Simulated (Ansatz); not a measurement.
```
Sn
1.0
     3.16559   -3.16559    0.00000
     3.19741    3.19741    0.00000
     0.00000    0.00000    5.83130
Sn
4
Direct
  0.00000 0.00000 0.00000
  0.50000 0.00000 0.50000
  0.50000 0.50000 0.00000
  0.00000 0.50000 0.50000
```

Space group Fmmm; changed on purpose from its base cell (strain +0.0100 x Voigt [0, 0, 0, 0, 0, 1], atoms carried along); computed pressure about −4 GPa in this cell.

The calculation used DFT PBEsol, scalar-relativistic, plane waves, PAW (Ansatz 0.2.0).

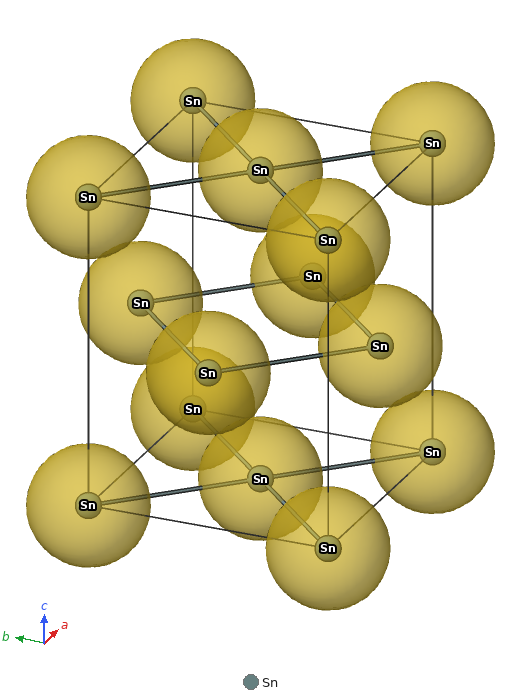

Sn. Isosurface of the valence electron density at 0.4 e/Å³ (yellow), seen at an oblique angle. Sticks mark near contacts.

In a PAW calculation such maps are meaningful between the atoms, not at the nuclei.

How is the density connected at this value?

Answer. At this value the density breaks into separate islands; it holds about 75 % of the electrons treated as valence (semicore included). It bridges none of the near contacts. It is pinched off along the sampled Sn–Sn (3.18 Å) contacts. On the grid the lowest density along these lines, outside the cores, is 0.19 e/Å³ (Sn–Sn, 3.18 Å).
